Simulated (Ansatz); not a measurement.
Single-point calculation of Ni

- system: Ni (Fm-3m, 1 atom in the cell)
- method: DFT PBE, scalar-relativistic, plane waves, PAW, spin-polarised (Ansatz 0.2.0)

The structure derives from an entry of the Crystallography Open Database. Figures and captions count atoms from 1; the log counts them from 0 in places.

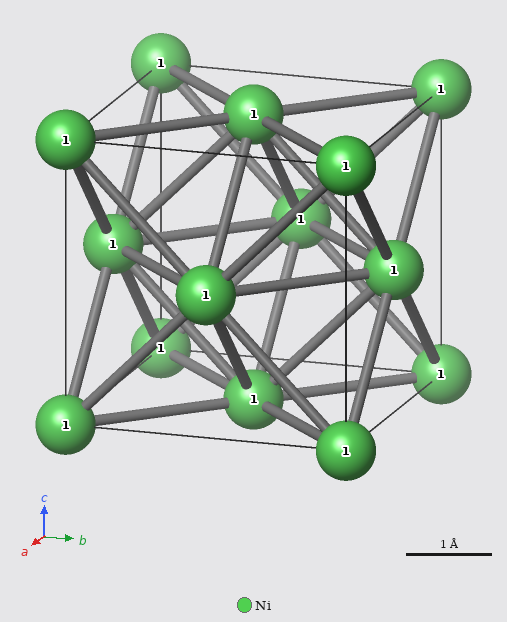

**Figure 1.** The input geometry (ball-and-stick view of the cell 4 times as large as that of the calculation, set on its symmetry axes, seen slightly off an axis; atoms are numbered from 1 in the order of the input). Near neighbours in the crystal (not all of them lie inside the picture): Ni has 12 Ni at 2.49 Å.

Summary

| quantity | value |
| --- | --- |
| outcome | converged |
| space group (tolerance 0.01 Å) | Fm-3m (225) |
| electrons treated | 18 |
| free energy | −5839.7255 eV |
| Fermi energy | 18.066 eV |
| gap on the k-point mesh | none (metallic) |
| net moment of the cell | 0.64 μB |
| integrated absolute moment | 0.73 μB |
| pressure | −0.90 GPa |
| largest force (length of the vector) | under 0.001 eV/Å |
| hardware | 1 thread of Intel Xeon @ 2.90GHz (Ice Lake), 192 GiB of memory available, shared host |
| wall time | 11 s |
| peak memory | 0.4 GiB |

The input
```yaml
crystal:
  lattice:
    - [0.0, 1.761935, 1.761935]
    - [1.761935, 0.0, 1.761935]
    - [1.761935, 1.761935, 0.0]
  atoms:
    - { symbol: Ni, position: [0.0, 0.0, 0.0], spin: 0.75 }
basis:
  ecutwfc: 420
kpoints:
  mp_grid: { grid: [20, 20, 20] }
hamiltonian:
  xc: pbe
scf:
  occupations: { method: gaussian, width: 0.1 }
output:
  forces: true
  stress: true
  eigenvalues: true
  populations: true
  write_density: true
  write_potential: true
  elf: true
  volumetric_format: npy
magnetization:
  spin_polarized: true
```

Run as:
```bash
ansatz run input.yaml --threads 1 --pin off --max-ram 2560MiB --backend cpu --events-out ev --progress --plain --runs-dir out
```

The program's output
```
Engine: ansatz 0.2.0, x86_64-unknown-linux-gnu
Pseudopotentials: kind: paw
Pseudopotential: Ni, paw, valence charge 18, recommended cutoff 420 eV (normal), Ni.paw.azcp
Functional definition: PBE
  parameter kappa = 0.804
  parameter beta = 0.06672455060314922
  exchange = pbe_x(kappa = kappa, mu = beta*pi^2/3)
  correlation = pbe_c(beta = beta)
Crystal: 1 atoms, lattice volume = 10.940 Å³
Basis set: ecut = 420 eV, 181 PW (Γ), exchange–correlation on 36×36×36 points (8 copies of the dense FFT grid, shifted against one another)
Bands: 14, of which v1, the nominal top of the filled ones, is band 9 counted from 1 (8 counted from 0)
Symmetry: 48 space group operations
Space group: Fm-3m (ITA 225), of the structure as read, at distance tolerance 2.2e-5 Å
Magnetic group: BNS 225.116 (UNI 1618), of the structure as read, at distance tolerance 2.2e-5 Å
k-points: 256 of 8000
Non-local potential: Ni, projectors of the file, l = 0: 3, l = 1: 2, l = 2: 3, l = 3: 1
PAW form: soft (Blöchl's): semilocal exchange-correlation on the pseudo side does not see the compensation charge
PAW one-centre angular grid: Ni, 590 points (default); XC on 64 Gauss nodes
Initial density: superposition of atomic densities (chi_scale 0.1, normalization cell)
Starting moments: Σ|m| = 0.75 μB on 1 of 1 site
Initial wavefunctions: pseudopotential atomic-orbital guess
Functional: x = pbe(κ = 0.804, μ = 0.2195149727645171), c = pbe(β = 0.06672455060314922)
SCF iter   1: F=—  HF=-5839.025001 eV  |F-HF|=—  |Δ(HF+E_count)|=         —  Δρ=9.28e-2 (↑1.23e-2 ↓9.28e-2)  dr2=6.74e-1  dr2_m=1.84e-1  M=0.871 μB ∫|m|=0.931 μB  β_m=0.30  ethr=3.10e-3  ⟨swp⟩=5.3  Hψ=37769  notcnv=0
Mixer restart at iter 1: flushing history
preconditioner: auto → none  [metal: Δε(μ)=0.012 eV  Ē_g=15.836 eV  σ=0.100 eV  W_gap=0.07  n_scr=0 (ndim 8)  ℏωp=35.5 eV  f_vac=0.000  D(μ)=1.30/eV (n_scr^D=14)]
SCF iter   2: F=—  HF=-5838.869183 eV  |F-HF|=—  |Δ(HF+E_count)|=   1.56e-1  Δρ=4.75e-2 (↑4.75e-2 ↓3.02e-2)  dr2=2.98e-1  dr2_m=1.20e-2  M=0.732 μB ∫|m|=0.797 μB  β_m=0.26  ethr=3.10e-3  ⟨swp⟩=2.6  Hψ=15080  notcnv=0  defer=258
SCF iter   3: F=—  HF=-5839.076198 eV  |F-HF|=—  |Δ(HF+E_count)|=   2.07e-1  Δρ=2.10e-2 (↑2.10e-2 ↓1.06e-2)  dr2=2.50e-2  dr2_m=1.10e-2  M=0.736 μB ∫|m|=0.806 μB  β_m=0.50  ethr=1.66e-3  ⟨swp⟩=2.5  Hψ=12166  notcnv=0  defer=260
SCF iter   4: F=—  HF=-5839.584311 eV  |F-HF|=—  |Δ(HF+E_count)|=   5.08e-1  Δρ=2.14e-2 (↑1.24e-2 ↓2.14e-2)  dr2=6.85e-2  dr2_m=3.21e-3  M=0.669 μB ∫|m|=0.752 μB  β_m=0.39  ethr=1.39e-4  ⟨swp⟩=2.4  Hψ=13610  notcnv=0  defer=271
SCF iter   5: F=—  HF=-5839.717652 eV  |F-HF|=—  |Δ(HF+E_count)|=   1.33e-1  Δρ=3.70e-3 (↑2.36e-3 ↓3.70e-3)  dr2=3.62e-4  dr2_m=8.63e-4  M=0.648 μB ∫|m|=0.739 μB  β_m=0.44  ethr=1.39e-4  ⟨swp⟩=2.4  Hψ=14937  notcnv=0  defer=283
SCF iter   6: F=—  HF=-5839.724398 eV  |F-HF|=—  |Δ(HF+E_count)|=   6.75e-3  Δρ=2.27e-3 (↑4.59e-4 ↓2.27e-3)  dr2=3.29e-4  dr2_m=1.43e-4  M=0.642 μB ∫|m|=0.734 μB  β_m=0.72  ethr=2.01e-6  ⟨swp⟩=1.9  Hψ=11700  notcnv=0  defer=283
SCF iter   7: F=—  HF=-5839.725410 eV  |F-HF|=—  |Δ(HF+E_count)|=   1.01e-3  Δρ=1.10e-3 (↑1.97e-4 ↓1.10e-3)  dr2=8.35e-5  dr2_m=3.02e-5  M=0.640 μB ∫|m|=0.732 μB  β_m=0.86  ethr=1.83e-6  ⟨swp⟩=2.1  Hψ=9323  notcnv=0  defer=283
SCF iter   8: F=—  HF=-5839.725480 eV  |F-HF|=—  |Δ(HF+E_count)|=   6.96e-5  Δρ=6.76e-5 (↑5.46e-5 ↓6.76e-5)  dr2=8.63e-9  dr2_m=3.73e-7  M=0.639 μB ∫|m|=0.732 μB  β_m=0.93  ethr=4.64e-7  ⟨swp⟩=2.1  Hψ=9468  notcnv=0  defer=283
SCF iter   9: F=—  HF=-5839.725480 eV  |F-HF|=—  |Δ(HF+E_count)|=   5.45e-9  Δρ=4.92e-5 (↑2.00e-5 ↓4.92e-5)  dr2=2.96e-7  dr2_m=2.48e-8  M=0.639 μB ∫|m|=0.732 μB  β_m=0.95  ethr=4.80e-11  ⟨swp⟩=3.0  Hψ=14284  notcnv=0  defer=283
SCF iter  10: F=—  HF=-5839.725480 eV  |F-HF|=—  |Δ(HF+E_count)|=   6.16e-8  Δρ=2.08e-5 (↑7.82e-6 ↓2.08e-5)  dr2=5.14e-8  dr2_m=4.79e-9  M=0.639 μB ∫|m|=0.732 μB  β_m=0.97  ethr=4.80e-11  ⟨swp⟩=2.0  Hψ=11947  notcnv=0  defer=283
SCF iter  11: F=-5839.725480 eV  HF=-5839.725480 eV  |F-HF|=5.55e-11  |Δ(HF+E_count)|=   2.78e-9  Δρ=1.13e-6 (↑1.66e-7 ↓1.13e-6)  dr2=6.93e-11  dr2_m=3.56e-11  M=0.639 μB ∫|m|=0.732 μB  ethr=4.80e-11  ⟨swp⟩=7.0  Hψ=39435  notcnv=0
SCF 1 converged in 11 iterations: F = -5839.725480 eV  dr2 = 6.93e-11
  greatest PAW one-centre occupation: 1.001 electrons in one spin orbital (limit 2), on the Ni atom at site 0 (counted from 0), in its partial waves of l = 1
```

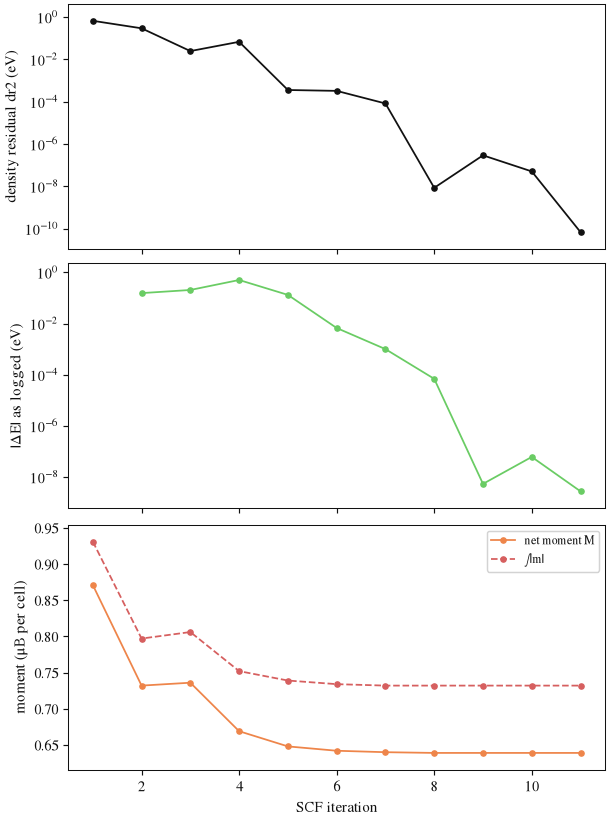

**Figure 2.** Convergence of the self-consistent field: density residual dr2, size of the energy change and magnetic moment against the SCF iteration. The residual falls unevenly and jumps up by a factor of two or more 2 times on the way down. The net moment goes from 0.9 to 0.6 μB per cell.

```
SCF converged after 11 iterations
Magnetization: 0.6388 μB (9.3194 up, 8.6806 down)
Absolute magnetization: 0.7324 μB (∫|ρ↑−ρ↓|, with the PAW one-centre terms)
Spin contamination: 0.0072 ħ² per cell (⟨S²⟩ above its minimum at these occupations)
Per-site moments (μB) at R_I (Å): [(0.678358527042718, 1.0278478538706837)]
Free energy (F): -5839.725480 eV
Harris-Foulkes:  -5839.725480 eV  (|F-HF|=5.55e-11)
Internal energy: -5839.716911 eV  (E = F + TS)
E sigma→0 (E₀):  -5839.721195 eV
Entropy (-TS):   -0.008569 eV (-8.569 meV/atom)
Fermi energy:    18.065730 eV
--- Per-component energies (eV) ---
  E_band       = -286.370190
  E_kinetic    = 281.983992
  E_local      = -3445.944001  (includes V_loc(G=0)·N_el)
  E_nonlocal   = 635.554844
  E_hartree    = 1438.186730
  E_xc         = -84.749240
  E_vxc        = -109.280409  (∫ρ·V_xc dr)
  E_paw        = -1629.648395  (= ΣΔE_a)
  E_vpaw       = -525.059318  (= ΣTr[D̂ρ^β])
  E_aug_tail   = 0.000604  (compensation charges beyond the density's cutoff)
  E_ewald      = -3035.101444
  E_smearing   = -0.008569  (= −TS)
  E_closure    = 0.000000  (closes the sum)
  Σ components = -5839.725480   (vs F -5839.725480, Δ=0.00e0)
--- Forces (eV/Å), atoms counted from 1 ---
  atom   1  Ni    -0.00000000     0.00000000     0.00000000
  max |Σ_I F_I| component: 6.37e-32 eV/Å
--- Stress (GPa, compression-positive) ---
       -0.903736      -0.000000       0.000000
       -0.000000      -0.903736      -0.000000
        0.000000      -0.000000      -0.903736
  P = ⅓ Tr σ = -0.9037 GPa (-9.037 kbar)
--- Band table (eV; the first three rows and the last of 512) ---
  k-point 0 ↑: bands = ["-85.6137", "-45.8730", "-45.8730", "-45.8730", "8.9721", "15.6034", "15.6034", "15.6034", "16.7882", "16.7882", "41.5050", "45.4331", "45.4331", "45.4331"]
  k-point 1 ↑: bands = ["-85.6129", "-45.8783", "-45.8738", "-45.8738", "9.0697", "15.5779", "15.6255", "15.6255", "16.7787", "16.7787", "41.2056", "44.0297", "45.1510", "45.1510"]
  k-point 2 ↑: bands = ["-85.6105", "-45.8936", "-45.8760", "-45.8760", "9.3593", "15.5074", "15.6854", "15.6854", "16.7563", "16.7563", "39.7627", "42.8032", "44.6000", "44.6000"]
  k-point 255 ↓: bands = ["-84.7155", "-45.1848", "-45.1848", "-45.1228", "14.6619", "15.5821", "15.5821", "17.2958", "18.4624", "25.8712", "25.8712", "28.0915", "29.1240", "48.0881"]
--- Löwdin populations: 1 site ---
  site symbol       q [e]    m [muB]
     0     Ni     17.7788     0.6697
  spilling = 0.012289 (of n_electrons = 18.000000)
```

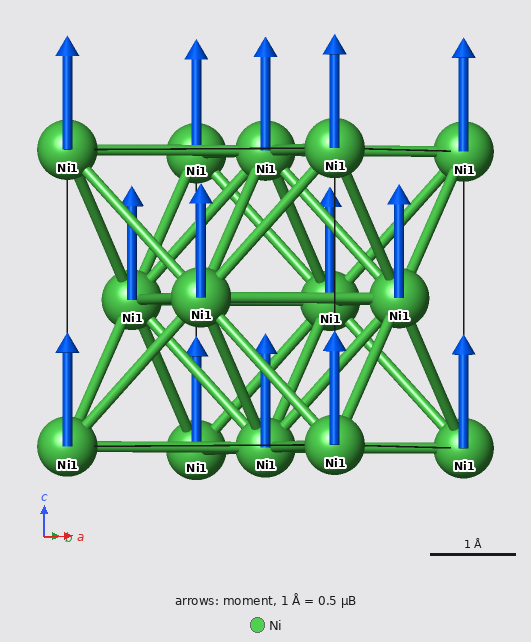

**Figure 3.** Magnetic moments of the sites as blue arrows (ball-and-stick view of the cell 4 times as large as that of the calculation, set on its symmetry axes, seen at an oblique angle; atoms are numbered from 1 in the order of the input); small moments hardly show. The run is collinear, so the axis drawn is arbitrary. Site moments: Ni1 (0.68 μB). They are counted near the atoms and needn't add up to the moment of the cell.

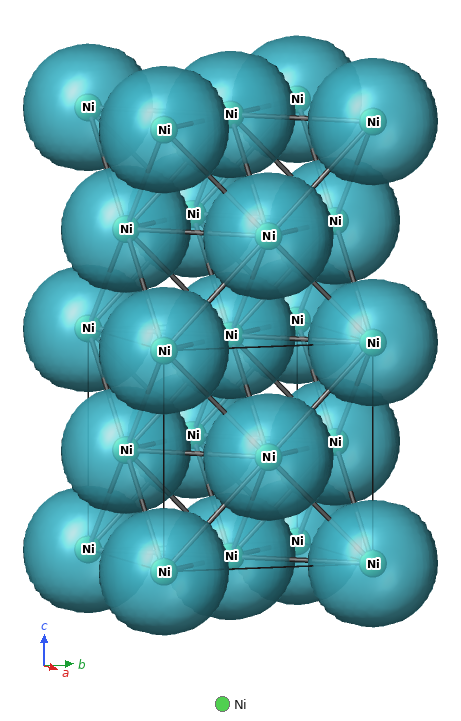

**Figure 4.** Isosurface of the valence pseudo-density at 0.4 e/Å³ (cyan), seen slightly off an axis. Sticks mark near contacts. The outline is the cell set on symmetry axes. At this value the density breaks into separate islands; it holds about 90 % of the electrons treated as valence (semicore included). It is pinched off along the Ni–Ni (2.49 Å) contacts. On the grid the lowest density along these lines, outside the cores, is 0.32 e/Å³ (Ni–Ni, 2.49 Å). The fields are those of the smooth PAW valence density.

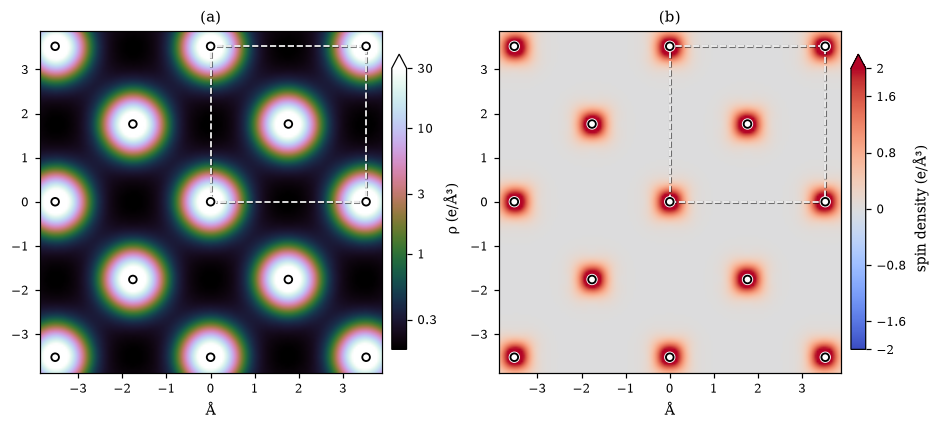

**Figure 5.** (a) valence pseudo-density; (b) magnetisation density (up minus down) on the (100) plane of the conventional cell. Circles mark the nuclei in the plane (Ni). The plane passes through Ni nuclei. Ni–Ni (2.49 Å): ρ at the midpoint is about 0.32 e/Å³. Away from the nuclei the density in this plane falls to 0.17 e/Å³ at its lowest. The cell of the calculation (1 atoms) carries 0.6 μB net.
